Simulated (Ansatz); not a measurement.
# Electron scattering at the Σ3 (112) boundary in fcc Al with H (interstitial), part 2 of 2

Wanted: what the Σ3 (112) boundary in fcc Al with H (interstitial) costs an interconnect.

Ansatz 0.2.0; Ansatz plane-wave DFT, PBE, PAW files; relaxation of a bicrystal slab with its lowest layers held; PAW set soft_1 (the session's first sound run).

So far. Step 2 (Relaxing the bicrystal): The largest force component on a free atom ends at 0.011 eV/Å, under the tolerance of 0.03, after 8 steps.

## (3) Transmission across the boundary

This step: Ansatz plane-wave DFT, PBE, PAW files; ballistic transport by layer matching (Landauer), zero bias; boundary relaxed in a short slab, bulk layers laid on; PAW set soft_1 (Ansatz 0.2.0).

System of this step: Σ3 (112) boundary in fcc Al with H (interstitial). The cell holds 53 atoms: 52 Al and 1 H. Cell: a = 2.862 Å, b = 7.011 Å, c = 50.557 Å, α = 90.0°, β = 90.0°, γ = 90.0°. It derives from Al. Regions: lower grain, 21 atoms (21 Al); boundary, 15 atoms (14 Al and 1 H); upper grain, 17 atoms (17 Al). Vacuum lies along c.

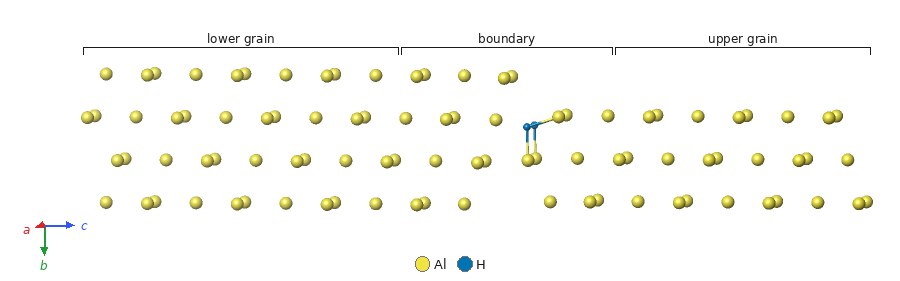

The cell of this step (aluminium yellow, hydrogen blue). Some periodic images of atoms are drawn too.

The input, input.yaml:

```yaml
crystal:
  lattice:
    - [2.862347037, 0.0, 0.0]
    - [0.0, 7.0112897075, 0.0]
    - [0.0, 0.0, 50.5571187701]
  atoms:
    - { symbol: Al, position: [-14.0, 9.3333333335, 0.0791184327] }
    - { symbol: Al, position: [-13.5, 9.0000000002, 0.0954620938] }
    - { symbol: Al, position: [-13.0, 8.6666666668, 0.111805755] }
    - { symbol: Al, position: [-12.5, 8.3333333335, 0.1281494161] }
    - { symbol: Al, position: [-12.0, 8.0000000001, 0.1444930772] }
    - { symbol: Al, position: [-11.5, 7.6666666668, 0.1608367383] }
    - { symbol: Al, position: [-11.0, 7.3333333335, 0.1771803994] }
    - { symbol: Al, position: [-10.5, 7.0000000001, 0.1935240605] }
    - { symbol: Al, position: [-10.0, 6.6666666668, 0.2098677217] }
    - { symbol: Al, position: [-9.5, 6.3333333335, 0.2262113828] }
    - { symbol: Al, position: [-9.0, 6.0000000001, 0.2425550439] }
    - { symbol: Al, position: [-8.5, 5.6666666668, 0.258898705] }
    - { symbol: Al, position: [-8.0, 5.3333333334, 0.2752423661] }
    - { symbol: Al, position: [-7.5, 5.0000000001, 0.2915860272] }
    - { symbol: Al, position: [-7.0, 4.6666666668, 0.3079296884] }
    - { symbol: Al, position: [-6.5, 4.3333333334, 0.3242733495] }
    - { symbol: Al, position: [-6.0, 4.0000000001, 0.3406170106] }
    - { symbol: Al, position: [-5.5, 3.6666666668, 0.3569606717] }
    - { symbol: Al, position: [-5.0, 3.3333333334, 0.3733043328] }
    - { symbol: Al, position: [-4.5, 3.0000000001, 0.3896479939] }
    - { symbol: Al, position: [-4.0, 2.6666666667, 0.405991655] }
    - { symbol: Al, position: [0.5, 0.3333333334, 0.4223353162] }
    - { symbol: Al, position: [1.0, -0.0001779127, 0.4384825179] }
    - { symbol: Al, position: [0.5, 0.6642710538, 0.4550495343] }
    - { symbol: Al, position: [0.0, 0.3327982026, 0.4707174448] }
    - { symbol: Al, position: [0.5, -0.0010644307, 0.486346076] }
    - { symbol: Al, position: [0.0, 0.6707545719, 0.5047619909] }
    - { symbol: Al, position: [0.5, 0.3416752016, 0.5206928551] }
    - { symbol: Al, position: [0.0, 0.010377552, 0.5338215986] }
    - { symbol: H, position: [0.0, 0.3888628134, 0.558596187] }
    - { symbol: Al, position: [0.0, 0.6492081415, 0.5597602] }
    - { symbol: Al, position: [0.5, -0.0215969708, 0.5800482236] }
    - { symbol: Al, position: [0.0, 0.3088554235, 0.593226329] }
    - { symbol: Al, position: [0.5, 0.6385662629, 0.6096899749] }
    - { symbol: Al, position: [1.0, -0.029369867, 0.6275115335] }
    - { symbol: Al, position: [0.5, 0.3064304738, 0.6430393283] }
    - { symbol: Al, position: [-4.0, 2.6397638071, 0.6593829894] }
    - { symbol: Al, position: [-4.5, 2.9730971405, 0.6757266505] }
    - { symbol: Al, position: [-5.0, 3.3064304738, 0.6920703116] }
    - { symbol: Al, position: [-5.5, 3.6397638072, 0.7084139728] }
    - { symbol: Al, position: [-6.0, 3.9730971405, 0.7247576339] }
    - { symbol: Al, position: [-6.5, 4.3064304738, 0.741101295] }
    - { symbol: Al, position: [-7.0, 4.6397638072, 0.7574449561] }
    - { symbol: Al, position: [-7.5, 4.9730971405, 0.7737886172] }
    - { symbol: Al, position: [-8.0, 5.3064304738, 0.7901322783] }
    - { symbol: Al, position: [-8.5, 5.6397638072, 0.8064759395] }
    - { symbol: Al, position: [-9.0, 5.9730971405, 0.8228196006] }
    - { symbol: Al, position: [-9.5, 6.3064304739, 0.8391632617] }
    - { symbol: Al, position: [-10.0, 6.6397638072, 0.8555069228] }
    - { symbol: Al, position: [-10.5, 6.9730971405, 0.8718505839] }
    - { symbol: Al, position: [-11.0, 7.3064304739, 0.888194245] }
    - { symbol: Al, position: [-11.5, 7.6397638072, 0.9045379062] }
    - { symbol: Al, position: [-12.0, 7.9730971405, 0.9208815673] }
kpoints:
  mp_grid: { grid: [9, 4, 1] }
hamiltonian:
  xc: pbe
  pseudopotentials: { kind: paw, azcp: { folder: soft_1 } }
scf:
  occupations: { method: fermi_dirac, width: 0.1 }
output:
  transmission:
    leads: [[11, 12], [43, 44]]
    kmesh: [22, 10]
    e_range: [-0.1, 0.1]
    de: 0.05
  write_potential: true
  write_density: true
  volumetric_format: npy
  elf: true
```

The run is started by

```
$ ansatz run input.yaml --threads 4 --pin off --max-ram 15360MiB --backend cpu --events-out ev --progress --plain --runs-dir out
```

Numbers of over 12 decimals in the logs are rounded to 6 here.

What it wrote:

```text
[...]
Crystal: 53 atoms, lattice volume = 1014.618 Å³
Basis set: ecut = 420 eV, 19907 PW (Γ)
Bands: 132, of which v1, the nominal top of the filled ones, is band 79 counted from 1 (78 counted from 0)
Symmetry: 2 space group operations
[...]
k-points: 15 of 36 (time reversal used)
[...]
SCF iter   1: F=—  HF=-27966.803182 eV  |F-HF|=—  |Δ(HF+E_count)|=         —  Δρ=2.36e-2  dr2=8.70e1  ethr=3.10e-3  ⟨swp⟩=8.3  Hψ=11112  notcnv=0  defer=109
[...]
SCF iter   9: F=-27962.991814 eV  HF=-27962.991814 eV  |F-HF|=1.68e-8  |Δ(HF+E_count)|=   3.90e-9  Δρ=3.84e-7  dr2=1.88e-8  ethr=6.37e-11  ⟨swp⟩=25.0  Hψ=10512  notcnv=0
SCF 1 converged in 9 iterations: F = -27962.991814 eV  dr2 = 1.88e-8
[...]
transmission: 282 of 2808 steps passed
transmission: 562 of 2808 steps passed
[...]
transmission: 2808 of 2808 steps passed
WARN: The output density's exchange-correlation potential varies sharply where the density is thin. Do not read a vacuum level from v_tot or v_xc, or from such a field of the output density. On a cell that repeats whose density bears no net charge and no dipole along the vacuum's axis use v_es (v_loc + v_h of the components); under efield.dipole_correction with no amplitude use v_es + v_field, which holds any externa [...]
SCF converged after 9 iterations
Free energy (F): -27962.991814 eV
[...]
Internal energy: -27962.259392 eV  (E = F + TS)
E sigma→0 (E₀):  -27962.625603 eV
Entropy (-TS):   -0.732422 eV (-13.819 meV/atom)
Fermi energy:    6.111435 eV
[...]
--- Band table (eV; the first three rows and the last of 15) ---
  k-point 0: bands = [... 75 lower, 6.8353, 6.8587, 6.9517, 6.9775, 7.0738, 7.0853, 7.1200, 7.2834, ... 49 higher]
  k-point 1: bands = [... 75 lower, 6.0478, 6.1988, 6.3626, 6.5788, 6.7642, 6.8228, 7.0312, 7.2033, ... 49 higher]
  k-point 2: bands = [... 75 lower, 5.7102, 5.9841, 6.1424, 6.2621, 6.4620, 6.6090, 6.7725, 6.8302, ... 49 higher]
  k-point 14: bands = [... 75 lower, 5.5726, 5.6338, 5.7663, 5.7844, 5.9842, 6.0040, 6.0274, 6.1278, ... 49 higher]
--- Transmission ---
  basis      : 175 plane waves across, 39 finite elements along
  points     : 72, standing for a mesh of 22 x 10
  energies   : 5 from -0.100000 to 0.100000 eV about the Fermi level, 0.050000 eV apart; the leads are filled to 0.000000 eV, and channels, transmission and decay are at 0.000000 eV
  crystal 0  : Al3, at the sites [11, 12], period 2.4789 Å, over 18.18 Å; its Hamiltonian steps by up to 9.2 meV
    offset         : up to 0.0000 Å between an atom of the period and one for which it stands
    channels       : 3.877273e0 a spin
    conductance    : none, the energies end too early or step too widely for 300 K: set another output.transmission.e_range or a lower de, or, where they end at an eighth of basis.ecutwfc, a higher one
[...]
channels       : 3.877273e0 a spin
[...]
junction   : crystal 0 to crystal 1, 12.96 to 37.60 Å
    transmission   : 2.565307e0 a spin
[...]
```

The job ended after 3 min (4 threads of Intel Xeon 6975P-C (Granite Rapids), shared host; peak memory 3.9 GiB).

Reading the cycles: dr2 is the Hartree energy of the density residual (eV), the measure of convergence; HF is the Harris–Foulkes estimate of the energy, which meets the free energy F at convergence.

Numbers from this step:

| Quantity | Value |
| --- | --- |
| free energy | -27962.9918 eV |
| energy at zero smearing | -27962.6256 eV |
| Fermi energy | 6.111 eV |
| cell area | 20.07 Å² |
| transmission per spin nearest the Fermi level | 2.565 |
| open channels per spin nearest the Fermi level | 3.877 |
| open channels per spin, upper lead | 3.877 |
| step of the lead's potential | 9.2 meV |
| step of the upper lead's potential | 10 meV |

Per spin. The transmission, zone mean by energy, zero at the Fermi level:

```tsv
energy (eV)	transmission, zone mean
-0.1000	2.47
-0.0500	2.52
0.0000	2.57
0.0500	2.58
0.1000	2.62
```

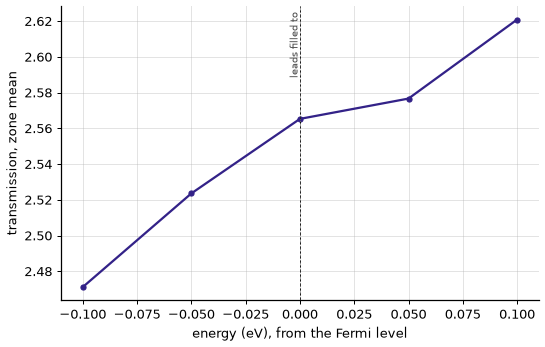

Transmission, zone mean against energy.

Per spin. Table of open channels, zone mean by energy, zero at the Fermi level:

```tsv
energy (eV)	lead	upper lead
-0.1000	3.75	3.77
-0.0500	3.82	3.80
0.0000	3.88	3.88
0.0500	3.84	3.86
0.1000	3.93	3.91
```

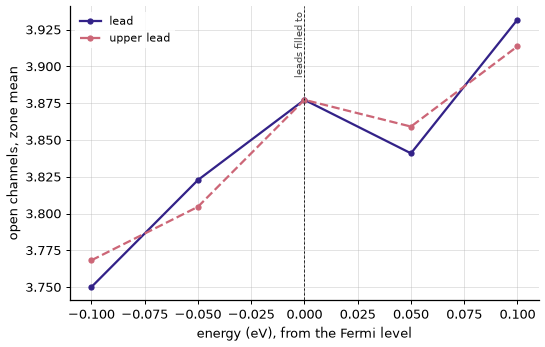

Open channels, zone mean, plotted against energy.

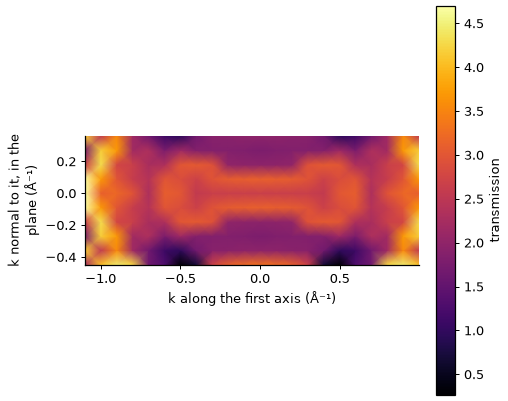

Transmission over k1 and k2. At 0.0000 eV from the Fermi level.

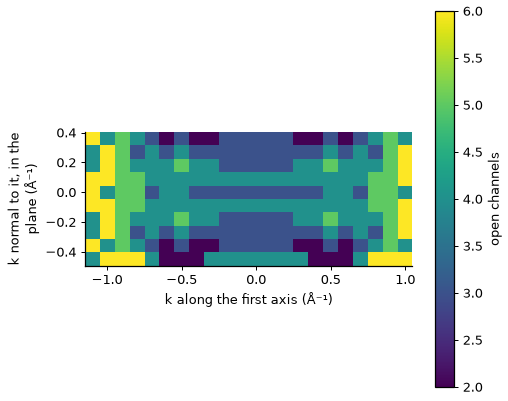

Open channels over k1 and k2. At 0.0000 eV from the Fermi level.

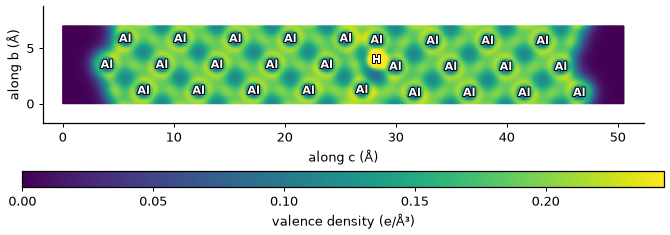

Valence density in the cb plane at fractional x = 0.000, with atoms of Al and H within 0.2 Å of it. It is the smooth field of the valence electrons, not physical close to the nuclei. The map starts off the cell's origin, so that atoms lie inside it.

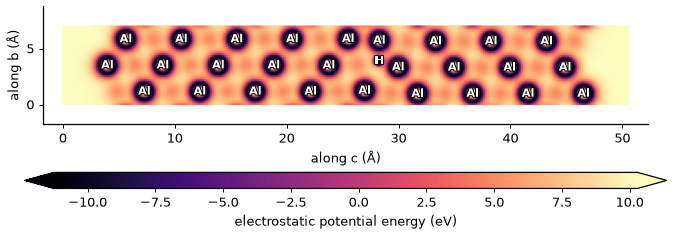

Electrostatic potential energy in the cb plane at fractional x = 0.000, with atoms of Al and H within 0.2 Å of it. With pseudopotentials it is smooth inside the atoms' cores, unlike the true potential. The map starts off the cell's origin, so that atoms lie inside it.

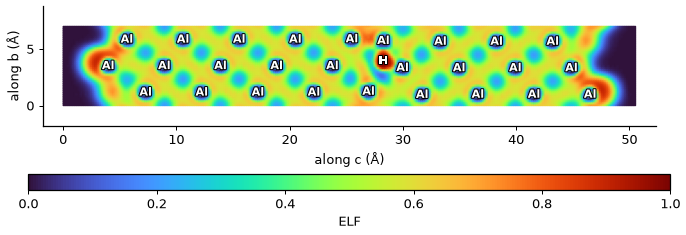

ELF in the cb plane at fractional x = 0.000, with atoms of Al and H within 0.2 Å of it. It is the smooth field of the valence electrons, not physical close to the nuclei. The map starts off the cell's origin, so that atoms lie inside it.

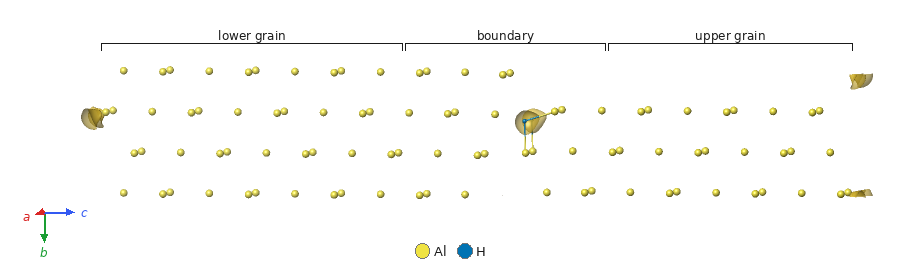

Surface of ELF = 0.85.

Over the solved energies the transmission per spin lies between 2.47 and 2.62, out of 3.84 channels of the lead on average (up to 3.93).

## (4) Specific resistance

This step: Ansatz plane-wave DFT, PBE, PAW files; ballistic transport by layer matching (Landauer), zero bias; specific resistance of the boundary; PAW set soft_1 (Ansatz 0.2.0).

Numbers from this step:

```yaml
area_resistance: 0.3414 fΩ m²
t_over_the_leads_mean_channel_count: 0.6637
```

Averaged over the energies near the Fermi level, 66.4 % of the channels pass, which makes 0.341 fΩ m².

By hand, with T and the leads' channels N averaged over the energies near the Fermi level: RA = A (h/2e²)(1/T − ½[1/N₁ + 1/N₂]) = 20.07×10⁻²⁰ m² × 12 906 Ω × (1/2.552 − ½[1/3.845 + 1/3.845]) = 0.341 fΩ m².

## (5) What came out

```
specific resistance of the boundary : 0.341 fΩ m²
share of channels that pass         : 0.664
```

**Reading.** The boundary has a specific resistance of 0.34 fΩ m². The boundary reflects 34 % of the channels; 0.34 fΩ m² is 3.4×10⁻¹² Ω·cm². That equals the resistance of 12 nm of bulk Al at 300 K (measured 2.733 µΩ cm, CRC Handbook of Chemistry and Physics, 84th ed., 2003, Electrical Resistivity of Pure Metals). One H in 20.1 Å² of boundary is a high coverage. One starting structure was relaxed; another shift or atom count at the boundary may lie lower.

[Logs are printed without paths, hosts, clocks, repeated set-up lines and the standing remarks that a program may print on its own settings, such as how far it seeks lower states.]

[Hosts, paths, dates, database ids (printed as entryN), source tags and the programs' standing remarks are cut or masked in the printed files.]
